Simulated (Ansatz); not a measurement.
**C: geometry relaxation (part 3 of 3)**

The same run, continued: C (slab, 13 atoms in the cell); DFT PBEsol, scalar-relativistic, plane waves, PAW, spin-polarised (Ansatz 0.2.0); cutoff 420 eV, 11×8×1 k-mesh, Gaussian smearing of 0.05 eV, collinear spins. The structure derives from an entry of the Crystallography Open Database. The input holds or restrains some coordinates. Forces given for the steps count only the free coordinates. It belongs to a series of runs on one base structure; here: C put at a top C site.

Geometry of the input (Å; fractional positions):
```
2.5129  0.0000  0.0000
0.0000  3.5538  0.0000
0.0000  0.0000  25.2823
C  0.5000  0.0000  0.3362
C  0.0000  0.2500  0.3362
C  0.0000  0.5000  0.3859
C  0.5000  0.7500  0.3859
C  0.5000  0.0000  0.4356
C  0.0000  0.2500  0.4356
C  0.0000  0.5012  0.4851
C  0.5000  0.7488  0.4851
C  0.5000  0.0098  0.5361
C  0.0000  0.2402  0.5361
C  0.0000  0.5296  0.5778
C  0.5000  0.7204  0.5778
C  0.0000  0.5296  0.6379
```

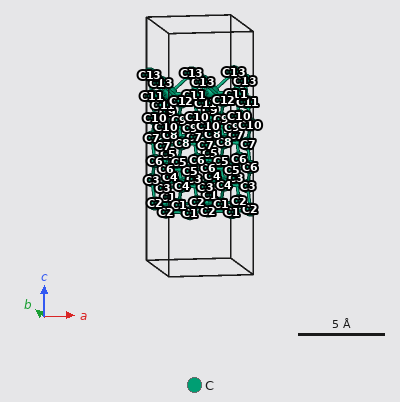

The geometry at step 6 of the log (ball-and-stick view of the 2 × 2 repeat of the cell, with the vacuum cut short, seen slightly off an axis; atoms are numbered from 1 in the order of the input).

**Output, continued**
```
--- Per-component energies (eV) ---
  E_band       = -471.081102
  E_kinetic    = 1175.428365
  E_local      = -53360.901037  (includes V_loc(G=0)·N_el)
  E_nonlocal   = 349.847671
  E_hartree    = 26112.395683
  E_xc         = -621.754395
  E_vxc        = -773.446842  (∫ρ·V_xc dr)
  E_paw        = -1237.185686  (= ΣΔE_a)
  E_vpaw       = -85.394262  (= ΣTr[D̂ρ^β])
  E_aug_tail   = 0.000101  (compensation charges beyond the density's cutoff)
  E_efield     = 0.003741  (sawtooth field / dipole correction)
  E_vefield    = -1.407808  (∫n·V_field dr)
  E_ewald      = 24385.312584
  E_core_change = 0.274307  (= ΣΔE_core)
  E_smearing   = -0.000000  (= −TS)
  E_closure    = 0.000000  (closes the sum)
  Σ components = -3196.578667   (vs F -3196.578667, Δ=0.00e0)
--- Forces (eV/Å), atoms counted from 1 ---
  atom   1  C      0.00000000     4.03560752     1.04739495
  atom   2  C      0.00000000    -4.03486578     1.05443227
  atom   3  C      0.00000000     0.93752565    -1.06250877
  atom   4  C      0.00000000    -0.91941771    -1.05413257
  atom   5  C      0.00000000     0.33014445     0.00475913
  atom   6  C      0.00000000    -0.35146186     0.01122828
  atom   7  C      0.00000000    -0.00186869    -0.00174036
  atom   8  C      0.00000000     0.00030776    -0.00092429
  atom   9  C      0.00000000     0.00257596    -0.00037253
  atom  10  C      0.00000000    -0.00203999     0.00357059
  atom  11  C      0.00000000     0.00031688    -0.00200182
  atom  12  C      0.00000000     0.00275814    -0.00197765
  atom  13  C      0.00000000     0.00045228     0.00228850
  max |Σ_I F_I| component: 3.46e-5 eV/Å
--- Band table (eV; the first three rows and the last of 60) ---
  k-point 0 ↑: bands = ["-22.0628", "-20.9217", "-19.1691", "-17.0446", "-14.6113", "-13.2090", "-13.1493", "-11.9182", "-10.8124", "-9.7752", "-9.3648", "-8.2495", "-7.0983", "-6.9922", "-6.8002", "-6.0078", "-5.1853", "-4.6108", "-4.1402", "-3.2060", "-3.1394", "-1.7682", "-1.7505", "-1.1982", "-0.7415", "-0.0899", "2.0085", "2.9634", "4.4541", "4.9774", "5.1216", "5.2067", "5.6475", "5.9475", "6.0956", "6.4065", "6.7336", "6.8167", "7.1804", "7.3309"]
  k-point 1 ↑: bands = ["-21.9259", "-20.7980", "-19.0761", "-17.0216", "-15.2442", "-14.5062", "-12.7894", "-11.4570", "-10.9031", "-9.9051", "-8.6245", "-8.1977", "-7.1945", "-6.8651", "-6.2245", "-5.8982", "-5.1498", "-4.5552", "-4.1808", "-3.1915", "-3.0621", "-2.0549", "-1.9872", "-1.1301", "-0.8715", "-0.1838", "1.6885", "3.0393", "4.5645", "4.9467", "5.1099", "5.4080", "6.1144", "6.1278", "6.2234", "6.6154", "6.9411", "6.9925", "7.2391", "7.3787"]
  k-point 2 ↑: bands = ["-21.5229", "-20.4419", "-18.8344", "-17.1624", "-16.5802", "-15.4513", "-13.1215", "-12.3495", "-10.1642", "-9.6549", "-8.5126", "-6.9635", "-6.6190", "-6.4946", "-5.8570", "-5.5816", "-4.9561", "-4.4189", "-3.8527", "-3.3747", "-3.1189", "-2.5985", "-2.3048", "-1.9030", "-0.7128", "-0.2539", "1.0998", "3.1621", "4.7657", "4.8538", "5.0798", "5.9294", "6.2722", "6.6009", "7.1067", "7.3153", "7.3542", "7.5098", "7.5974", "7.6123"]
  k-point 29 ↓: bands = ["-17.1555", "-16.3064", "-16.0100", "-15.1120", "-14.7484", "-13.8341", "-13.5612", "-13.2368", "-12.9792", "-12.6365", "-11.8766", "-11.2956", "-9.7200", "-9.0184", "-8.3529", "-8.0106", "-6.7326", "-6.5231", "-5.8609", "-5.5185", "-4.4455", "-4.2125", "-3.6226", "-3.2718", "-1.5753", "-0.7745", "0.8482", "3.2529", "5.2739", "7.1778", "7.7695", "7.8454", "8.2564", "8.4103", "8.6301", "8.8873", "9.2349", "9.3793", "9.5881", "9.7803"]
--- Relaxed structure (10 steps of the walk, 9 accepted, 0 SCFs on fresh bases) ---
  F+E_penalty+E_count = -3196.57866729 eV   max|allowed force component| = 3.571e-3 eV/Å
  atoms:
    - { symbol: C, position: [0.5, 0.0, 0.33620350250000003] }
    - { symbol: C, position: [0.0, 0.25, 0.33620350250000003] }
    - { symbol: C, position: [0.0, 0.5, 0.3859007602] }
    - { symbol: C, position: [0.5, 0.75, 0.3859007602] }
    - { symbol: C, position: [0.5, 0.0, 0.4355980179000001] }
    - { symbol: C, position: [0.0, 0.25, 0.4355980179000001] }
    - { symbol: C, position: [0.0, 0.5008520873361973, 0.48518970193647365] }
    - { symbol: C, position: [0.5, 0.7498415121063268, 0.4852645571544288] }
    - { symbol: C, position: [0.5, 0.0031473518723071285, 0.5353159390880498] }
    - { symbol: C, position: [0.0, 0.2439841693970262, 0.5349305634692344] }
    - { symbol: C, position: [0.0, 0.4940990935165488, 0.5816196811597056] }
    - { symbol: C, position: [0.5, 0.7596557685331644, 0.5835085547494284] }
    - { symbol: C, position: [0.0, 0.7038644215221177, 0.6297075028704341] }
--- Löwdin populations: 13 sites ---
  site symbol       q [e]    m [muB]
     0      C      3.9837     0.6604
     1      C      3.9837    -0.6606
     2      C      3.9662     0.0676
     3      C      3.9663    -0.0678
     4      C      3.9893     0.0307
     5      C      3.9880    -0.0308
     6      C      3.9865     0.0013
     7      C      3.9899    -0.0013
     8      C      3.9816     0.0027
     9      C      3.9731    -0.0028
    10      C      3.9470     0.0005
    11      C      3.9284    -0.0002
    12      C      4.0004     0.0002
  spilling = 0.006074 (of n_electrons = 52.000000)
```

**Trajectory as extended XYZ (Å, eV, eV/Å), 10 frames, from step=1 to step=10**
```
13
Lattice="2.5129 0.0000 0.0000 0.0000 3.5538 0.0000 0.0000 0.0000 25.2823" Properties=species:S:1:pos:R:3:forces:R:3 step=1 energy=-3195.63920
C     1.2565    0.0000    8.5000    0.0000   4.0494   1.0593
C     0.0000    0.8885    8.5000    0.0000  -4.0437   1.0491
C     0.0000    1.7769    9.7565    0.0000   0.9102  -1.0846
C     1.2565    2.6654    9.7565    0.0000  -0.9561  -1.0981
C     1.2565    0.0000   11.0129    0.0000   0.4324   0.0411
C     0.0000    0.8885   11.0129    0.0000  -0.3147  -0.0585
C     0.0000    1.7812   12.2638    0.0000  -0.5183   0.1252
C     1.2565    2.6610   12.2638    0.0000   0.2066   0.0240
C     1.2565    0.0348   13.5532    0.0000  -0.3531  -0.3917
C     0.0000    0.8536   13.5532    0.0000   0.5763  -1.6945
C     0.0000    1.8822   14.6076    0.0000  -4.0506   1.9991
C     1.2565    2.5601   14.6076    0.0000   3.5921   0.8341
C     0.0000    1.8822   16.1276    0.0000   0.4696  -0.8049
13
Lattice="2.5129 0.0000 0.0000 0.0000 3.5538 0.0000 0.0000 0.0000 25.2823" Properties=species:S:1:pos:R:3:forces:R:3 step=2 energy=-3195.96674
C     1.2565    0.0000    8.5000    0.0000   4.0454   1.0654
C     0.0000    0.8885    8.5000    0.0000  -4.0397   1.0426
C     0.0000    1.7769    9.7565    0.0000   0.9199  -1.0636
C     1.2565    2.6654    9.7565    0.0000  -0.9603  -1.0838
C     1.2565    0.0000   11.0129    0.0000   0.4042   0.0970
C     0.0000    0.8885   11.0129    0.0000  -0.3556  -0.0432
C     0.0000    1.7784   12.2648    0.0000  -0.2336   0.2814
C     1.2565    2.6613   12.2669    0.0000   0.1175   0.1019
C     1.2565    0.0315   13.5563    0.0000  -0.3505  -0.2842
C     0.0000    0.8616   13.5465    0.0000   0.4614  -0.7788
C     0.0000    1.8487   14.6653    0.0000  -2.3062   1.0004
C     1.2565    2.5960   14.6593    0.0000   1.7920   0.7733
C     0.0000    1.9287   16.1689    0.0000   0.5055  -1.1099
13
Lattice="2.5129 0.0000 0.0000 0.0000 3.5538 0.0000 0.0000 0.0000 25.2823" Properties=species:S:1:pos:R:3:forces:R:3 step=3 energy=-3196.30139
C     1.2565    0.0000    8.5000    0.0000   4.0355   1.0557
C     0.0000    0.8885    8.5000    0.0000  -4.0361   1.0419
C     0.0000    1.7769    9.7565    0.0000   0.9242  -1.0476
C     1.2565    2.6654    9.7565    0.0000  -0.9319  -1.0683
C     1.2565    0.0000   11.0129    0.0000   0.3005   0.0042
C     0.0000    0.8885   11.0129    0.0000  -0.3666  -0.0769
C     0.0000    1.7758   12.2677    0.0000   0.1635  -0.2754
C     1.2565    2.6610   12.2676    0.0000   0.0774  -0.1243
C     1.2565    0.0210   13.5266    0.0000   0.0593  -0.0368
C     0.0000    0.8744   13.5056    0.0000  -0.2434   0.5960
C     0.0000    1.7907   14.6897    0.0000  -0.2975  -1.0663
C     1.2565    2.6606   14.6950    0.0000  -0.5548   1.2478
C     0.0000    2.1025   16.0818    0.0000   0.8700  -0.2501
13
Lattice="2.5129 0.0000 0.0000 0.0000 3.5538 0.0000 0.0000 0.0000 25.2823" Properties=species:S:1:pos:R:3:forces:R:3 step=4 energy=-3196.48724
C     1.2565    0.0000    8.5000    0.0000   4.0351   1.0515
C     0.0000    0.8885    8.5000    0.0000  -4.0344   1.0491
C     0.0000    1.7769    9.7565    0.0000   0.9333  -1.0632
C     1.2565    2.6654    9.7565    0.0000  -0.9333  -1.0526
C     1.2565    0.0000   11.0129    0.0000   0.3232   0.0643
C     0.0000    0.8885   11.0129    0.0000  -0.4239  -0.0394
C     0.0000    1.7753   12.2636    0.0000  -0.0022   0.2099
C     1.2565    2.6602   12.2675    0.0000  -0.0199   0.2645
C     1.2565    0.0042   13.5484    0.0000  -0.0679   0.0934
C     0.0000    0.8630   13.5275    0.0000  -0.1693   0.2136
C     0.0000    1.7440   14.7194    0.0000   0.6036   0.0900
C     1.2565    2.6744   14.7762    0.0000  -0.5789   0.0819
C     0.0000    2.2971   16.0516    0.0000   0.3339  -0.9621
13
Lattice="2.5129 0.0000 0.0000 0.0000 3.5538 0.0000 0.0000 0.0000 25.2823" Properties=species:S:1:pos:R:3:forces:R:3 step=5 energy=-3196.56389
C     1.2565    0.0000    8.5000    0.0000   4.0342   1.0489
C     0.0000    0.8885    8.5000    0.0000  -4.0324   1.0562
C     0.0000    1.7769    9.7565    0.0000   0.9566  -1.0378
C     1.2565    2.6654    9.7565    0.0000  -0.9411  -1.0039
C     1.2565    0.0000   11.0129    0.0000   0.1579   0.2759
C     0.0000    0.8885   11.0129    0.0000  -0.4735   0.1226
C     0.0000    1.7668   12.2748    0.0000   0.0796   0.0857
C     1.2565    2.6542   12.2839    0.0000   0.0376  -0.1575
C     1.2565   -0.0068   13.5606    0.0000   0.2916  -0.2142
C     0.0000    0.8497   13.5399    0.0000   0.2983   0.1085
C     0.0000    1.7564   14.7181    0.0000  -0.5019  -0.1600
C     1.2565    2.6924   14.7860    0.0000  -0.0275  -0.2547
C     0.0000    2.4630   15.9493    0.0000   0.1203   0.1305
13
Lattice="2.5129 0.0000 0.0000 0.0000 3.5538 0.0000 0.0000 0.0000 25.2823" Properties=species:S:1:pos:R:3:forces:R:3 step=6 energy=-3196.56260 accepted=F
C     1.2565    0.0000    8.5000    0.0000   4.0357   1.0463
C     0.0000    0.8885    8.5000    0.0000  -4.0337   1.0580
C     0.0000    1.7769    9.7565    0.0000   0.9430  -1.0646
C     1.2565    2.6654    9.7565    0.0000  -0.9160  -1.0479
C     1.2565    0.0000   11.0129    0.0000   0.3635   0.0099
C     0.0000    0.8885   11.0129    0.0000  -0.3130   0.0305
C     0.0000    1.7842   12.2658    0.0000   0.1397   0.1464
C     1.2565    2.6697   12.2715    0.0000   0.0956  -0.1606
C     1.2565    0.0265   13.5339    0.0000  -0.5275  -0.0611
C     0.0000    0.8810   13.5256    0.0000  -0.3396   0.0771
C     0.0000    1.7455   14.7234    0.0000   0.2897  -0.2930
C     1.2565    2.6978   14.7462    0.0000   0.3750   0.1047
C     0.0000    2.5573   15.8980    0.0000  -0.1113   0.1536
13
Lattice="2.5129 0.0000 0.0000 0.0000 3.5538 0.0000 0.0000 0.0000 25.2823" Properties=species:S:1:pos:R:3:forces:R:3 step=7 energy=-3196.57738
C     1.2565    0.0000    8.5000    0.0000   4.0360   1.0475
C     0.0000    0.8885    8.5000    0.0000  -4.0351   1.0538
C     0.0000    1.7769    9.7565    0.0000   0.9320  -1.0701
C     1.2565    2.6654    9.7565    0.0000  -0.9175  -1.0612
C     1.2565    0.0000   11.0129    0.0000   0.3491  -0.0414
C     0.0000    0.8885   11.0129    0.0000  -0.3496  -0.0378
C     0.0000    1.7797   12.2645    0.0000  -0.0104  -0.0266
C     1.2565    2.6656   12.2657    0.0000  -0.1111   0.0300
C     1.2565    0.0072   13.5299    0.0000   0.1626  -0.0276
C     0.0000    0.8643   13.5190    0.0000   0.0437   0.0298
C     0.0000    1.7538   14.6975    0.0000   0.1213   0.1972
C     1.2565    2.7018   14.7486    0.0000  -0.1537   0.0349
C     0.0000    2.5031   15.9158    0.0000  -0.0672  -0.1284
13
Lattice="2.5129 0.0000 0.0000 0.0000 3.5538 0.0000 0.0000 0.0000 25.2823" Properties=species:S:1:pos:R:3:forces:R:3 step=8 energy=-3196.57806
C     1.2565    0.0000    8.5000    0.0000   4.0357   1.0470
C     0.0000    0.8885    8.5000    0.0000  -4.0349   1.0548
C     0.0000    1.7769    9.7565    0.0000   0.9394  -1.0621
C     1.2565    2.6654    9.7565    0.0000  -0.9182  -1.0522
C     1.2565    0.0000   11.0129    0.0000   0.3142   0.0281
C     0.0000    0.8885   11.0129    0.0000  -0.3597   0.0305
C     0.0000    1.7807   12.2670    0.0000  -0.0430   0.0410
C     1.2565    2.6631   12.2699    0.0000   0.1417  -0.0333
C     1.2565    0.0134   13.5359    0.0000  -0.0716  -0.0267
C     0.0000    0.8693   13.5268    0.0000  -0.0716  -0.0299
C     0.0000    1.7574   14.7078    0.0000  -0.0408  -0.0627
C     1.2565    2.6978   14.7516    0.0000   0.1098   0.0226
C     0.0000    2.5059   15.9213    0.0000  -0.0010   0.0430
13
Lattice="2.5129 0.0000 0.0000 0.0000 3.5538 0.0000 0.0000 0.0000 25.2823" Properties=species:S:1:pos:R:3:forces:R:3 step=9 energy=-3196.57860
C     1.2565    0.0000    8.5000    0.0000   4.0355   1.0474
C     0.0000    0.8885    8.5000    0.0000  -4.0348   1.0545
C     0.0000    1.7769    9.7565    0.0000   0.9385  -1.0597
C     1.2565    2.6654    9.7565    0.0000  -0.9204  -1.0516
C     1.2565    0.0000   11.0129    0.0000   0.3309   0.0101
C     0.0000    0.8885   11.0129    0.0000  -0.3433   0.0215
C     0.0000    1.7799   12.2676    0.0000   0.0203  -0.0290
C     1.2565    2.6655   12.2694    0.0000  -0.0257  -0.0274
C     1.2565    0.0117   13.5332    0.0000   0.0080   0.0445
C     0.0000    0.8677   13.5242    0.0000  -0.0032   0.0158
C     0.0000    1.7566   14.7053    0.0000  -0.0050  -0.0237
C     1.2565    2.7010   14.7529    0.0000  -0.0112  -0.0085
C     0.0000    2.5016   15.9209    0.0000   0.0101   0.0062
13
Lattice="2.5129 0.0000 0.0000 0.0000 3.5538 0.0000 0.0000 0.0000 25.2823" Properties=species:S:1:pos:R:3:forces:R:3 step=10 energy=-3196.57867
C     1.2565    0.0000    8.5000    0.0000   4.0356   1.0474
C     0.0000    0.8885    8.5000    0.0000  -4.0349   1.0544
C     0.0000    1.7769    9.7565    0.0000   0.9375  -1.0625
C     1.2565    2.6654    9.7565    0.0000  -0.9194  -1.0541
C     1.2565    0.0000   11.0129    0.0000   0.3301   0.0048
C     0.0000    0.8885   11.0129    0.0000  -0.3515   0.0112
C     0.0000    1.7799   12.2667    0.0000  -0.0019  -0.0017
C     1.2565    2.6648   12.2686    0.0000   0.0003  -0.0009
C     1.2565    0.0112   13.5340    0.0000   0.0026  -0.0004
C     0.0000    0.8671   13.5243    0.0000  -0.0020   0.0036
C     0.0000    1.7559   14.7047    0.0000   0.0003  -0.0020
C     1.2565    2.6997   14.7524    0.0000   0.0028  -0.0020
C     0.0000    2.5014   15.9205    0.0000   0.0005   0.0023
```

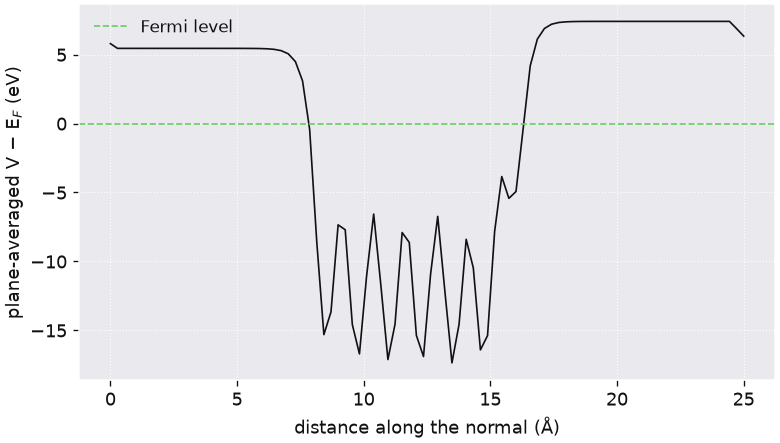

Plane average of the electrostatic potential energy of an electron across the cell, from the Fermi level. The vacuum level lies 7.41 eV above the Fermi level on the upper side and 5.45 eV on the lower.

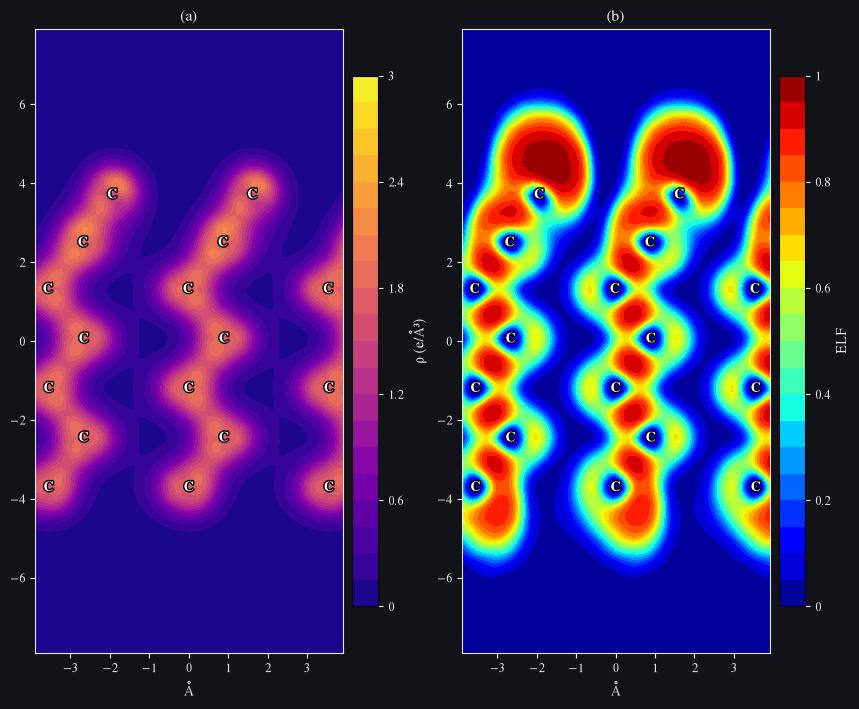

(a) valence charge density (pseudo); (b) ELF on the (100) plane of the calculation cell, a cut from vacuum to vacuum. Atoms in the plane: C. C–C (1.43 Å): ρ at the midpoint is about 1.8 e/Å³; the ELF peaks at about 0.85 between the atoms, as expected for localised, shared-pair bonding. C–C (1.48 Å): ρ at the midpoint is about 1.8 e/Å³; the ELF peaks at about 0.95 between the atoms, which marks localised, shared-pair bonding. C–C (1.55 Å): the density is about 1.6 e/Å³ at the midpoint; the ELF peaks at about 0.95 between the atoms (a covalent bond). The density dies away to nearly zero in the vacuum. In a PAW calculation such maps are meaningful between the atoms, not at the nuclei.

**Results in brief**

| quantity | value |
| --- | --- |
| outcome | converged under the restraints of the input |
| electrons treated | 52 |
| free energy | −3196.5787 eV |
| work function, top face | 7.41 eV |
| work function, bottom face | 5.45 eV |
| Fermi energy | 0.211 eV |
| gap on the k-point mesh | 0.50 eV |
| net moment of the cell | 0.00 μB |
| integrated absolute moment | 1.28 μB |
| final volume | 225.78 Å³ |
| work function (upper face) | 7.41 eV |
| largest force (length of the vector) at the end, held atoms and coordinates included | 4.170 eV/Å |
| hardware | 1 thread of Arm Neoverse V2, 24 GiB of memory available, shared host |
| wall time | 14 min |
| peak memory | 0.7 GiB |

**Notes**

The program warns: the exchange-correlation potential is rough where the density is thin.
